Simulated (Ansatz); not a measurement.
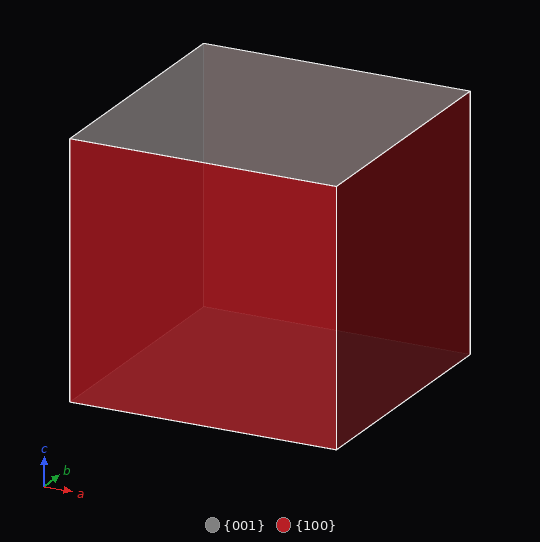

BaTiO3, space group P4/mmm (No. 123), a = 4.448 Å, b = 4.448 Å, c = 4.705 Å, α = 90.00°, β = 90.00°, γ = 90.00°. Crystal habit computed by the BFDH rule (growth rate of a face proportional to 1/d, systematic absences taken into account). This is a geometric estimate, not an energy calculation. Source: coordinates from a relaxation with DFT, PAW plane waves, r2scan (Ansatz 0.2.0). Forms under 0.4 % of the area are left out.

### Describe the habit.

It is roughly equant (blocky). Widths along a, b and c stand as 1.00 : 1.00 : 0.95.

### Which form makes up most of the surface, and how much?

{100}, with 4 faces and about 65 % of the area; its spacing is d = 4.448 Å.

### How many faces does the whole crystal have, by form?

6 faces: 4 of {100} and 2 of {001}.

### List the forms with their spacings and shares.

| form | faces | d (Å) | share of area (%) |
| --- | --- | --- | --- |
| {100} | 4 | 4.448 | 65.4 |
| {001} | 2 | 4.705 | 34.6 |

Ba sits on the octahedral site here and Ti on the 12-fold one, the reverse of the real perovskite.
